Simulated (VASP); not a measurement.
**Two runs on W**

System: W (Im-3m, 1 atom in the cell).
Method of run 1: Kohn-Sham DFT of a periodic cell, PBEsol, VASP PAW PBE potentials, recommended, no spin polarisation (VASP 6.6.1).

The structure derives from an entry of the Crystallography Open Database. 

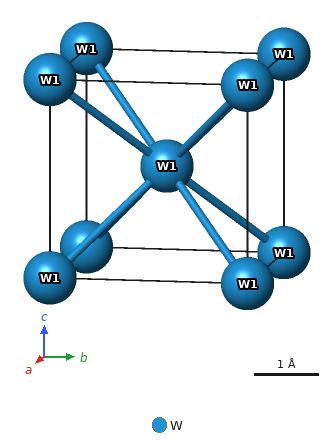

**Figure 1.** The input geometry (ball-and-stick view of the cell 2 times as large as that of the calculation, set on its symmetry axes, seen slightly off an axis; atoms are numbered from 1 in the order of the input). An atom can appear more than once, as a periodic image. Near neighbours in the periodic cell (some may lie outside the picture): W has 8 W at 2.73 Å.

**INCAR, run 1**
```
SYSTEM = W
PREC = Accurate
ENCUT = 520
EDIFF = 1E-7
ISMEAR = 0
SIGMA = 0.1
LREAL = .False.
LASPH = .True.
NELM = 80
ALGO = Fast
ISIF = 2
LWAVE = .False.
LCHARG = .False.
GGA = PS
```

**KPOINTS, run 1**
```
regular mesh
0
Gamma
  18 18 18
  0 0 0
```

**POSCAR, run 1**
```
W                                       
1.0
   -1.5782066472      1.5782066472      1.5782066472
    1.5782066472     -1.5782066472      1.5782066472
    1.5782066472      1.5782066472     -1.5782066472
  W             
     1
Direct
     0.0000000000000000    0.0000000000000000    0.0000000000000000
```

Command:
```bash
cat potpaw_PBE.64/W_sv/POTCAR > POTCAR
mpirun -np 1 vasp_std > vasp.out
```

Hardware: 1 thread of Intel Xeon (Sapphire Rapids), 176 GiB of memory available, shared host.

**OSZICAR and lines of OUTCAR (run 1)**
```
N       E                     dE             d eps       ncg     rms          rms(c)
DAV:   1     0.771438134388E+02    0.77144E+02   -0.79438E+03  4325   0.145E+03
DAV:   2    -0.128515058999E+02   -0.89995E+02   -0.86851E+02  4617   0.337E+02
DAV:   3    -0.144795897365E+02   -0.16281E+01   -0.16127E+01  4890   0.443E+01
DAV:   4    -0.144884833084E+02   -0.88936E-02   -0.88917E-02  4641   0.353E+00
DAV:   5    -0.144885506156E+02   -0.67307E-04   -0.67307E-04  4812   0.316E-01    0.220E+01
RMM:   6    -0.139455453231E+02    0.54301E+00   -0.58333E-01  4540   0.794E+00    0.907E+00
RMM:   7    -0.138051205257E+02    0.14042E+00   -0.44102E-01  4709   0.663E+00    0.783E-01
RMM:   8    -0.138015098614E+02    0.36107E-02   -0.16277E-02  5196   0.147E+00    0.191E-01
RMM:   9    -0.138015659808E+02   -0.56119E-04   -0.27292E-03  5158   0.654E-01    0.554E-02
RMM:  10    -0.138015968305E+02   -0.30850E-04   -0.31325E-04  5596   0.257E-01    0.770E-03
RMM:  11    -0.138015978489E+02   -0.10184E-05   -0.81219E-05  5312   0.125E-01    0.850E-03
RMM:  12    -0.138015993343E+02   -0.14854E-05   -0.19298E-05  5488   0.600E-02    0.106E-02
RMM:  13    -0.138015993886E+02   -0.54295E-07   -0.42651E-06  5104   0.278E-02    0.217E-03
RMM:  14    -0.138015995527E+02   -0.16411E-06   -0.82289E-07  4423   0.129E-02    0.376E-04
RMM:  15    -0.138015996048E+02   -0.52106E-07   -0.24764E-07  3356   0.635E-03
   1 F= -.13801600E+02 E0= -.13799880E+02  d E =-.343950E-02
[... from OUTCAR:]
  free energy    TOTEN  =       -13.80159960 eV
  energy without entropy =      -13.79816010  energy(sigma->0) =      -13.79987985
 E-fermi :  11.3846     XC(G=0): -13.8068     alpha+bet :-18.3716
  free  energy   TOTEN  =       -13.8015996048 eV
  energy  without entropy=      -13.7981601004  energy(sigma->0) =      -13.79987985
```

For run 2 the input was changed thus:
```diff
-   -1.5782066472      1.5782066472      1.5782066472
-    1.5782066472     -1.5782066472      1.5782066472
-    1.5782066472      1.5782066472     -1.5782066472
+   -1.5938334719      1.5938334719      1.5938334719
+    1.5938334719     -1.5938334719      1.5938334719
+    1.5938334719      1.5938334719     -1.5938334719
```

How does run 2 compare with run 1?

With the same functional and potentials, run 2 lies 13.5 meV per atom higher. The pressure goes from 0.02 to −9.09 GPa. The volume per atom goes from 15.72 to 16.20 Å³. The cell is scaled evenly with the atoms at fixed fractional positions, so −ΔP/Δ ln V estimates the bulk modulus midway between the two volumes: about 310 GPa. The number of SCF iterations is the same. The plane waves at Γ go from 436.0 to 466.0.

**OSZICAR and lines of OUTCAR (run 2)**
```
N       E                     dE             d eps       ncg     rms          rms(c)
DAV:   1     0.755028450006E+02    0.75503E+02   -0.78560E+03  4306   0.143E+03
DAV:   2    -0.128810695929E+02   -0.88384E+02   -0.85261E+02  4631   0.330E+02
DAV:   3    -0.144941565413E+02   -0.16131E+01   -0.15958E+01  4939   0.435E+01
DAV:   4    -0.145028542836E+02   -0.86977E-02   -0.86967E-02  4637   0.344E+00
DAV:   5    -0.145029219833E+02   -0.67700E-04   -0.67699E-04  4815   0.314E-01    0.208E+01
RMM:   6    -0.139341589373E+02    0.56876E+00   -0.63173E-01  4529   0.819E+00    0.837E+00
RMM:   7    -0.137915322085E+02    0.14263E+00   -0.47296E-01  4700   0.677E+00    0.895E-01
RMM:   8    -0.137881649838E+02    0.33672E-02   -0.17365E-02  5178   0.149E+00    0.206E-01
RMM:   9    -0.137880602525E+02    0.10473E-03   -0.28884E-03  5169   0.647E-01    0.311E-02
RMM:  10    -0.137880888753E+02   -0.28623E-04   -0.28522E-04  5581   0.243E-01    0.858E-03
RMM:  11    -0.137880896144E+02   -0.73913E-06   -0.80043E-05  5317   0.124E-01    0.124E-02
RMM:  12    -0.137880906397E+02   -0.10253E-05   -0.18144E-05  5399   0.604E-02    0.277E-03
RMM:  13    -0.137880910699E+02   -0.43023E-06   -0.51444E-06  5083   0.301E-02    0.196E-03
RMM:  14    -0.137880912742E+02   -0.20428E-06   -0.68546E-07  4011   0.115E-02    0.184E-03
RMM:  15    -0.137880912968E+02   -0.22562E-07   -0.24794E-07  3411   0.644E-03
   1 F= -.13788091E+02 E0= -.13786300E+02  d E =-.358359E-02
[... from OUTCAR:]
  free energy    TOTEN  =       -13.78809130 eV
  energy without entropy =      -13.78450771  energy(sigma->0) =      -13.78629950
 E-fermi :  10.9632     XC(G=0): -13.6393     alpha+bet :-17.8365
  free  energy   TOTEN  =       -13.7880912968 eV
  energy  without entropy=      -13.7845077100  energy(sigma->0) =      -13.78629950
```

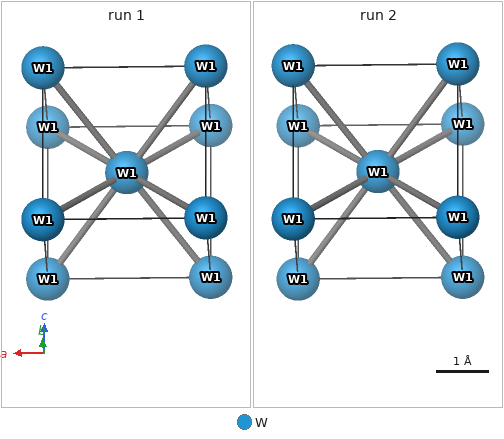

**Figure 2.** The two input geometries at one scale (ball-and-stick view of the cell 2 times as large as that of the calculation, set on its symmetry axes, seen at an oblique angle). The atoms keep their places relative to the cell (all moves are under 0.005 Å). The volume changes by +3.0 %, with a = b = c 3.156 → 3.188 Å (+1.0 %). Among the contacts that change: W1–W1 2.734 → 2.761 Å.

**The two runs side by side**

| quantity | run 1 | run 2 |
| --- | --- | --- |
| outcome | converged | converged |
| free energy per atom (eV) | −13.8016 | −13.7881 |
| energy per atom, smearing taken to zero (eV) | −13.7999 | −13.7863 |
| gap on the mesh (eV) | 0.00 | 0.00 |
| pressure (GPa) | 0.02 | −9.09 |
| volume per atom (Å³) | 15.72 | 16.20 |
| largest force (eV/Å) | 0.000 | 0.000 |
| SCF iterations | 15 | 15 |
| irreducible k-points | 195 | 195 |
| plane waves at Γ | 436 | 466 |

For both runs: Spin–orbit coupling is left out, which matters for W. For run 2: The cell is under a tension of 9.1 GPa at this level, so it is not at its equilibrium volume.
